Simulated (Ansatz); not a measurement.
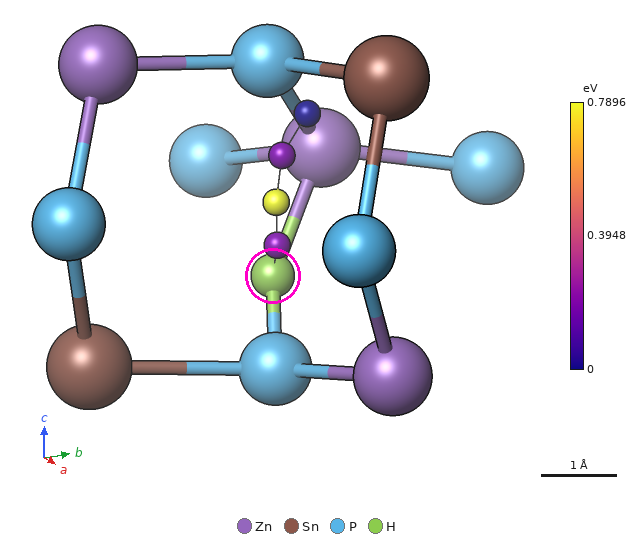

A search for the minimum-energy path of a defect cell of composition Zn4Sn4P8H (cell charge +1) (17 atoms in the cell) by the nudged elastic band. Images are numbered from 0 (start) to 4 (end). The start is drawn whole; smaller spheres mark the moving atoms (H) in the later images, joined by lines and coloured by the energy of the image relative to the start. The picture is a ball-and-stick view of the atoms within 4.1 Å of the middle of the path, seen slightly off an axis. The moving atom is ringed, with any periodic copies. Bonds to atoms that aren't drawn are left out.

These are results of DFT PBE, scalar-relativistic, plane waves, PAW in Ansatz, not measurements. Settings: plane-wave cutoff 420 eV; k-point mesh 2 × 2 × 2; Gaussian smearing 0.02 eV; 3 movable images; climbing image.

**Describe the path and its energy.**

The H atom travels furthest, 2.29 Å from end to end, roughly along [1 1 3], on a path that bends up to 0.60 Å away from the straight line. At the highest image its nearest neighbour (Zn) is 1.77 Å away, against 1.43 Å at the start, and the surrounding atoms stand up to 0.23 Å off the mean of their end positions. Breaking: H–P (1.43 → 3.12 Å). Forming: H–P (3.12 → 1.43 Å). The two ends have the same energy, and the highest point, image 2, lies 0.79 eV above the start. The band is converged.

Limits of the set-up: the periodic images lie only 7.0 Å apart, so the values are limited by the cell's size; the cell is charged, on a uniform background, and energies carry no finite-size correction.

The run took 68 s on 4 threads of INTEL(R) XEON(R) PLATINUM 8581C CPU @ 2.30GHz (Emerald Rapids), on a shared host, peak memory 1.5 GiB.
